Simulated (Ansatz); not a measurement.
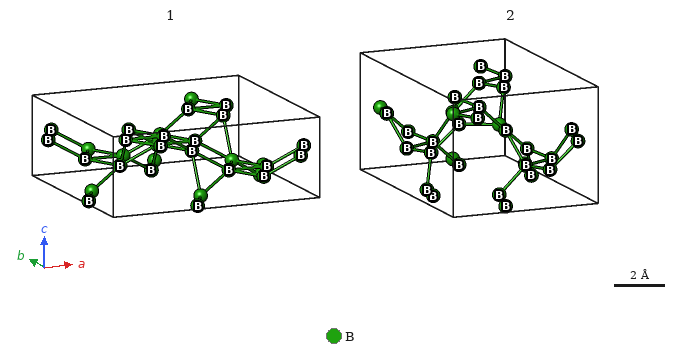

Two geometries of a crystal of B (a generated structure, set up in Fdd2) (coarse preliminary run), drawn at one scale. One is the start of a relaxation, the other its converged end. The picture is a ball-and-stick view of the conventional cell (4 times the calculation's cell), seen slightly off an axis. Lengths and directions refer to the drawn axes.

Method: DFT PBE, scalar-relativistic, plane waves, PAW in Ansatz 0.2.0. Set-up: plane-wave cutoff 420 eV; k-point mesh 6 × 6 × 6; occupations gaussian; smearing width 0.1 eV; no spin polarisation; cell and atoms relaxed; force threshold 0.04 eV/Å; at most 70 steps.

Which of the two is the end point?

Structure 1 is the relaxed one. Over 22 accepted moves (24 points after the start) the energy falls by 965 meV per atom. Largest force component: 1.5 eV/Å at the start, 0.013 eV/Å at the end. The pressure goes from 35.60 to 0.03 GPa. At 2 points the geometry stayed and the basis and grid were re-selected for the new cell (energy shift of 41.7 meV per atom at most each time). The largest moves relative to the cell, 0.47 Å, are those of B atoms. The drawn cell changes as follows: a 6.312 → 8.998 Å (+42.6 %), b 9.405 → 8.186 Å (−13.0 %), c 4.789 → 3.305 Å (−31.0 %); the volume changes by −14.4 %. Near-neighbour distances that change, for instance: B–B 2.632 → 1.872 Å, B–B 2.506 → 1.807 Å, B–B 2.642 → 2.286 Å, B–B 1.611 → 1.807 Å. Bond angles that change, for instance: B–B–B 94.3° → 146.7°, B–B–B 109.2° → 66.6°, B–B–B 102.1° → 62.8°. The space group (tolerance 0.01 Å) goes from Fdd2 (No. 43) to Fddd (No. 70).
